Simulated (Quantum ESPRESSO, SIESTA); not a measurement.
**Zincblende InP from compression to expansion (PBEsol)**

What equilibrium volume and bulk modulus does PBEsol give for zincblende InP, and do programs with other bases and potentials agree?

Values are calculated unless marked as measured.

## Step 1: Set-up

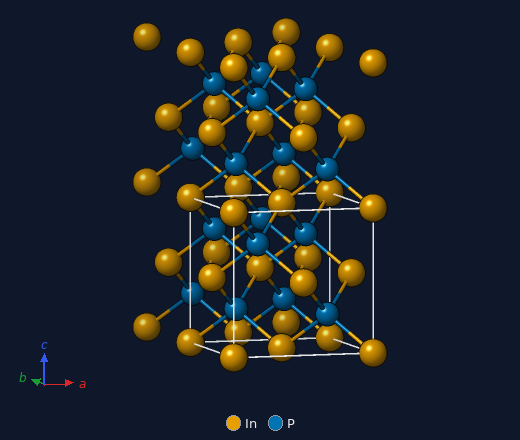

The structure nearest the reference's minimum (indium orange, phosphorus blue). Bonds to atoms that aren't drawn are left out. 1×2×2 conventional cells are drawn. Some periodic images of atoms are drawn too.

The cell holds 2 atoms (1 In and 1 P). It starts from typed lattice constants, and its volume is changed by -8 to +8 %. Symmetry fixes shape and atoms, so all levels solve the scaled cells as they are.

## Step 2: One input

Quantum ESPRESSO 7.5: Kohn-Sham DFT, PBEsol, GBRV 1.5 ultrasoft pseudopotentials, plane waves. Its pw.in for the cell at -4 %:

```
&control
  calculation = 'scf'
  pseudo_dir = './pseudo'
  outdir = './tmp'
  disk_io = 'none'
  tprnfor = .true.
  tstress = .true.
/
&system
  ibrav = 0
  nat = 2
  ntyp = 2
  ecutwfc = 45
  ecutrho = 270
  occupations = 'smearing'
  smearing = 'fd'
  degauss = 0.000735
/
&electrons
  conv_thr = 1.0e-08
  electron_maxstep = 100
  mixing_beta = 0.7
  mixing_mode = 'plain'
  diagonalization = 'david'
/
ATOMIC_SPECIES
In 114.818 In.upf
P 30.974 P.upf
CELL_PARAMETERS angstrom
0.00000 2.93972 2.93972
2.93972 0.00000 2.93972
2.93972 2.93972 0.00000
ATOMIC_POSITIONS crystal
In 0.00000 0.00000 0.00000
P 0.25000 0.25000 0.25000
K_POINTS automatic
7 7 7 0 0 0
```

Elapsed: 14 s, on 2 MPI ranks of Arm Neoverse N1, shared host; peak memory 0.19 GiB; 27 s of CPU time.

## Step 3: Programs and settings

```
                 level                      basis or training data  k-meshes  runs finished  CPU time  peak memory (GiB)
QE, PBEsol (reference)  plane waves, GBRV 1.5 ultrasoft, 45/270 Ry     7×7×7         9 of 9   4.1 min                0.2
    SIESTA DZP, PBEsol    DZP orbitals, shift 0.01 Ry, mesh 400 Ry     7×7×7         9 of 9   6.1 min               0.44
```

CPU times are sums over a level's finished runs on a shared host, and rough.

## Step 4: Energy and pressure

Energy over each level's lowest row (meV an atom), then pressure (GPa):

| volume change (%) | volume (Å³/atom) | E, QE, PBEsol | E, SIESTA DZP, PBEsol | P, QE, PBEsol | P, SIESTA DZP, PBEsol |
| --- | --- | --- | --- | --- | --- |
| -8 | 24.346 | 9.11 | 7.77 | 2.44 | 2.84 |
| -6 | 24.876 | 2.00 | 1.33 | 0.80 | 1.12 |
| -4 | 25.405 | 0.00 | 0.00 | -0.65 | -0.31 |
| -2 | 25.934 | 2.60 | 3.18 | -1.95 | -1.57 |
| +0 | 26.464 | 9.16 | 10.40 | -3.09 | -2.75 |
| +2 | 26.993 | 19.46 | 21.15 | -4.11 | -3.76 |
| +4 | 27.522 | 32.89 | 35.06 | -5.01 | -4.61 |
| +6 | 28.052 | 49.19 | 51.57 | -5.77 | -5.39 |
| +8 | 28.581 | 67.78 | 70.58 | -6.43 | -6.08 |

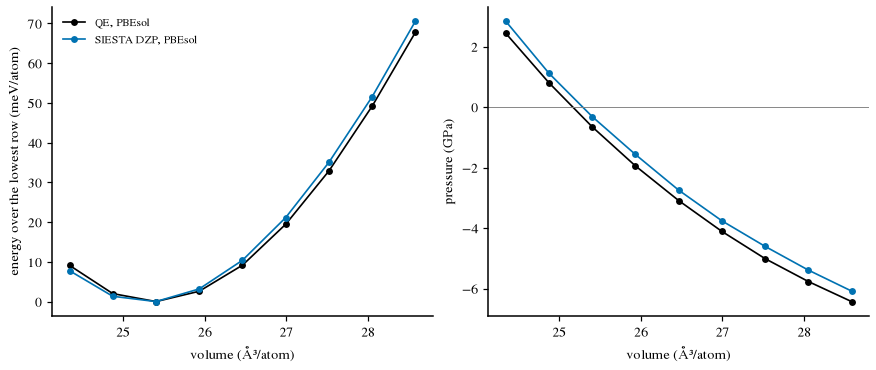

Energy and pressure against volume.

## Step 5: Fits

Third-order Birch–Murnaghan fits: the energy is a cubic in V^(−2/3), fitted to the energies of the rows that share one k-mesh, or through its derivative to the printed pressures. A tick marks the fit quoted below: that to energies where it misses by under 0.12 meV an atom, else that to pressures.

| level | fitted to | V0 (Å³/atom) | a (Å) | B0 (GPa) | B′ | r.m.s. miss |
| --- | --- | --- | --- | --- | --- | --- |
| QE, PBEsol | energies, 9 rows ✓ | 25.359 | 5.876 | 67.0 | 4.84 | 0.04 meV/atom |
| QE, PBEsol | pressures, 9 rows | 25.156 | 5.860 | 69.2 | 4.94 | 0.01 GPa |
| SIESTA DZP, PBEsol | energies, 9 rows ✓ | 25.285 | 5.870 | 67.4 | 5.01 | 0.02 meV/atom |
| SIESTA DZP, PBEsol | pressures, 9 rows | 25.287 | 5.870 | 67.6 | 5.06 | 0.02 GPa |

Band gap on the mesh (highest filled to lowest empty Kohn-Sham level), in eV (a dash: partly filled levels, under 0.08 eV, or no levels listed in the output, here or in the reference, or no run):

| volume change (%) | QE, PBEsol | SIESTA DZP, PBEsol |
| --- | --- | --- |
| -8 | 0.765 | 1.036 |
| -6 | 0.652 | 0.904 |
| -4 | 0.541 | 0.776 |
| -2 | 0.432 | 0.650 |
| +0 | 0.324 | 0.528 |
| +2 | 0.219 | 0.408 |
| +4 | 0.117 | 0.292 |
| +6 | - | - |
| +8 | - | - |

## Step 6: What came out

From its energies, the reference gives V0 = 25.359 Å³ an atom (a = 5.876 Å), B0 = 67 GPa and B′ = 4.8. SIESTA DZP, PBEsol (energies) lies -0.29 % from it in volume and +0.6 % in bulk modulus. Pressures and energies put V0 over 0.3 % apart for QE, PBEsol (-0.8 %), so stress and energy aren't fully consistent there. The reference's gap on the mesh falls from 0.77 eV at -8 % to 0.12 eV at +4 %. At +6 and +8 % levels are partly filled under the smearing or nearly touch, so no gap is quoted. On the same cells the other programs' gaps lie +0.18 to +0.27 eV from it.

Caveats: The nuclei are static, without zero-point or thermal motion. Spin–orbit coupling is left out. SIESTA's automatically made basis is far from complete, and its potentials were converted by us (checked for H, C, O, Si, Ge and Ca alone). The DFT runs use Fermi–Dirac occupations of width 0.01 eV, and energies are free energies. The mesh holds the band edges only if they lie on it, and semilocal functionals put gaps under measured ones.

[Logs are printed without paths, hosts, clocks, repeated set-up lines and the standing remarks that a program may print on its own settings, such as how far it seeks lower states.]

[Hosts, paths, dates, database ids (printed as entryN), source tags and the programs' standing remarks are cut or masked in the printed files.]
